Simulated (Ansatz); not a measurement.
**A series of single points on MgO**

System: MgO (P6₃/mmc, 4 atoms in the cell).
Method: DFT PBEsol, scalar-relativistic, plane waves, PAW, no spin polarisation (Ansatz 0.2.0).

The 5 runs differ only in the geometry, by a strain of the cell at fixed fractional positions. Against run 3, the strain is εxx = η and εyy = η. The structure derives from a Materials Project entry.

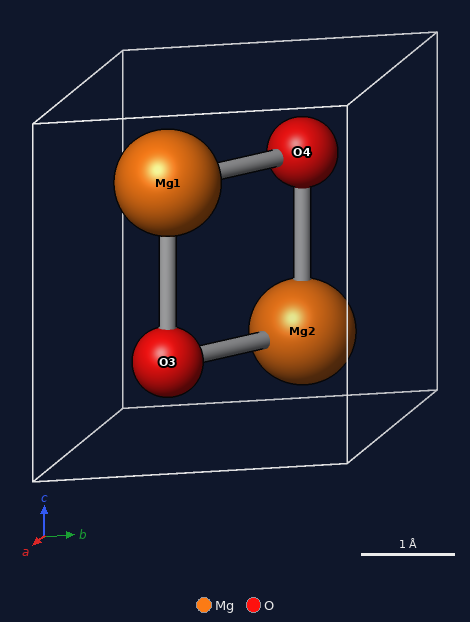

Figure 1. The structure of run 3 (ball-and-stick view of the cell of the calculation, seen slightly off an axis; atoms are numbered from 1 in the order of the input).

### Input of run 3
```yaml
crystal:
  lattice:
    - [3.4863778627, 0.0, 0.0]
    - [-1.7431889314, 3.0192917963, 0.0]
    - [0.0, 0.0, 3.969139159]
  atoms:
    - { symbol: Mg, position: [0.6666666667, 0.3333333333, 0.75] }
    - { symbol: Mg, position: [0.3333333333, 0.6666666667, 0.25] }
    - { symbol: O, position: [0.6666666667, 0.3333333333, 0.25] }
    - { symbol: O, position: [0.3333333333, 0.6666666667, 0.75] }
basis:
  ecutwfc: 420
kpoints:
  mp_grid: { grid: [9, 9, 6] }
hamiltonian:
  xc: pbesol
scf:
  occupations: { method: gaussian, width: 0.05 }
output:
  forces: true
  stress: true
  eigenvalues: true
```

Run 2 differs from it as follows:
```diff
-    - [3.4863778627, 0.0, 0.0]
-    - [-1.7431889314, 3.0192917963, 0.0]
+    - [3.3992184161, 0.0, 0.0]
+    - [-1.6996092081, 2.9438095014, 0.0]
```

### Results, with one run withheld

```tsv
run	strain parameter η (%)	free energy per atom, from the lowest run given (meV)	pressure (GPa)	gap on the mesh (eV)
1	−5.0000	103.69	29.41	4.11
2	−2.5000	?	?	?
3	0.0000	4.55	10.10	3.62
4	2.5000	0.00	3.62	3.41
5	5.0000	16.33	−1.33	3.24
```

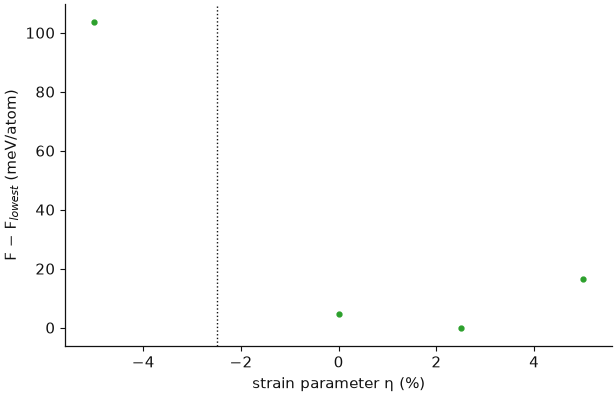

Figure 2. Free energy per atom of the runs given; the dotted line marks run 2.

What should run 2 give?

A quadratic polynomial in the coordinate, fitted to the 4 runs given, misses them by at most 1.99 meV per atom. With x = η − 0.6250, it reads F = 1.4939 − 5.9256 x + 2.1686 x² (meV per atom). At run 2 it gives 41.19 meV per atom, and the run itself gives 36.41. The fit has its minimum at η = 1.9912 %. So low a polynomial doesn't follow these energies more closely. The gap on the mesh goes, without turning, from 4.11 eV in run 1 to 3.24 eV in run 5; run 2 has 3.85 eV. These are gaps of this functional on this mesh, which can miss the band edges; they aren't the measured gap.

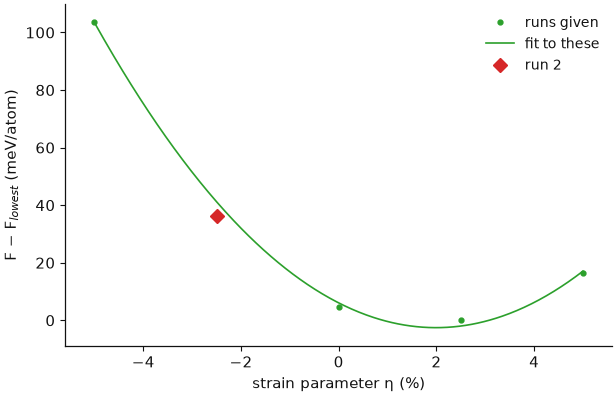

Figure 3. The fit and the withheld run.

### Output, shortened to warnings, some set-up lines, iterations and results (run 2)
```
Basis set: ecut = 420 eV, 793 PW (Γ), exchange–correlation on 48×48×54 points (8 copies of the dense FFT grid, shifted against one another)
Symmetry: 24 space group operations
k-points: 48 of 486
Initial density: superposition of atomic densities (neutral atoms: chi_scale 0, normalization atom), corrected by the library's trained network
[...]
SCF iter   1: F=—  HF=-4951.240506 eV  |F-HF|=—  |Δ(HF+E_count)|=         —  Δρ=1.47e-2  dr2=6.75e-2  ethr=1.77e-3  ⟨swp⟩=5.7  Hψ=4480  notcnv=0
SCF iter   2: F=—  HF=-4951.224103 eV  |F-HF|=—  |Δ(HF+E_count)|=   1.64e-2  Δρ=6.98e-3  dr2=1.28e-2  ethr=2.11e-4  ⟨swp⟩=2.0  Hψ=1918  notcnv=0
SCF iter   3: F=—  HF=-4951.220061 eV  |F-HF|=—  |Δ(HF+E_count)|=   4.04e-3  Δρ=9.11e-4  dr2=1.25e-4  ethr=4.01e-5  ⟨swp⟩=2.0  Hψ=1481  notcnv=0
SCF iter   4: F=—  HF=-4951.220054 eV  |F-HF|=—  |Δ(HF+E_count)|=   7.74e-6  Δρ=1.50e-4  dr2=3.41e-6  ethr=3.90e-7  ⟨swp⟩=2.2  Hψ=1625  notcnv=0
SCF iter   5: F=—  HF=-4951.220146 eV  |F-HF|=—  |Δ(HF+E_count)|=   9.28e-5  Δρ=4.76e-5  dr2=3.14e-7  ethr=1.07e-8  ⟨swp⟩=2.0  Hψ=1728  notcnv=0
SCF iter   6: F=-4951.220146 eV  HF=-4951.220146 eV  |F-HF|=5.11e-9  |Δ(HF+E_count)|=   3.68e-7  Δρ=7.03e-6  dr2=6.80e-9  ethr=3.13e-10  ⟨swp⟩=5.0  Hψ=4231  notcnv=0
SCF 1 converged in 6 iterations: F = -4951.220146 eV  dr2 = 6.80e-9
SCF converged after 6 iterations
Free energy (F): -4951.220146 eV
Harris-Foulkes:  -4951.220146 eV  (|F-HF|=5.11e-9)
Internal energy: -4951.220146 eV  (E = F + TS)
E sigma→0 (E₀):  -4951.220146 eV
Fermi energy:    9.129411 eV
--- Per-component energies (eV) ---
  E_band       = -606.489273
  E_kinetic    = 514.994368
  E_local      = -3537.171944  (includes V_loc(G=0)·N_el)
  E_nonlocal   = 288.287232
  E_hartree    = 1258.537168
  E_xc         = -209.043025
  E_vxc        = -269.393509  (∫ρ·V_xc dr)
  E_paw        = -865.485522  (= ΣΔE_a)
  E_vpaw       = -120.288595  (= ΣTr[D̂ρ^β])
  E_aug_tail   = 0.004930  (compensation charges beyond the density's cutoff)
  E_ewald      = -2401.531653
  E_core_change = 0.188300  (= ΣΔE_core)
  E_smearing   = -0.000000  (= −TS)
  E_closure    = -0.000000  (closes the sum)
  Σ components = -4951.220146   (vs F -4951.220146, Δ=0.00e0)
--- Forces (eV/Å), atoms counted from 1 ---
  atom   1  Mg     0.00000000    -0.00000000     0.00000000
  atom   2  Mg    -0.00000000     0.00000000     0.00000000
  atom   3  O      0.00000000     0.00000000     0.00000000
  atom   4  O      0.00000000    -0.00000000     0.00000000
  max |Σ_I F_I| component: 1.16e-18 eV/Å
--- Stress (GPa, compression-positive) ---
       15.125700      -0.000000       0.000000
       -0.000000      15.125700       0.000000
        0.000000       0.000000      25.285329
  P = ⅓ Tr σ = 18.5122 GPa (185.122 kbar)
```
